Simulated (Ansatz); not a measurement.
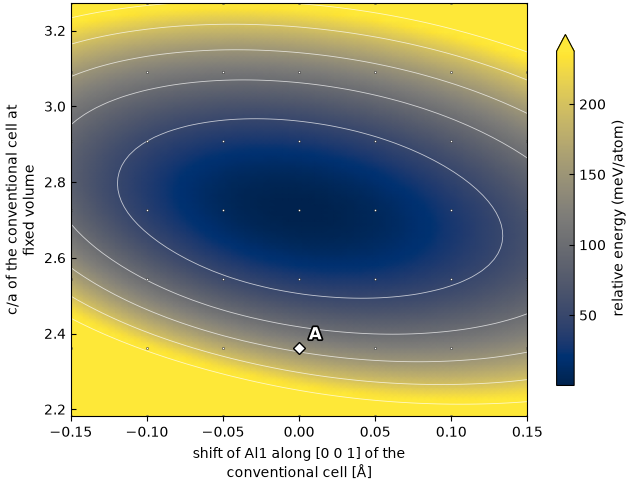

Al2O3 (R-3c, No. 167; 10 atoms in the cell). The energy is mapped over a free internal coordinate and the cell. First axis: shift of Al1 along [0 0 1] of the conventional cell, Cartesian (0 0 1), its symmetry partners moved as symmetry demands (measured in the relaxed cell). Second axis: c/a of the conventional cell at fixed volume. Nothing is relaxed (all other coordinates fixed). The scan uses a 7 × 7 grid. Points are written as (first, second). All energies are given in meV/atom relative to the lowest grid point. Theory: DFT PBEsol, scalar-relativistic, plane waves, PAW (Ansatz). Settings: cutoff 520 eV, k-mesh 6×6×6, gaussian smearing 0.05 eV, no spin polarisation.

In the figure: a smooth colour map with a few white contour lines, dots at the grid points, one colour for all values above the top of the scale, the point A. Between grid points the surface is interpolated.

> Is A at rest? If not, where is it pushed?

A, at (0.00 Å, 2.363), is not a stationary point. The computed force is 520 meV/atom for each Å towards larger values of the first coordinate and 810 meV/atom for each unit towards larger values of the second coordinate.

PAW datasets: the set soft_1.
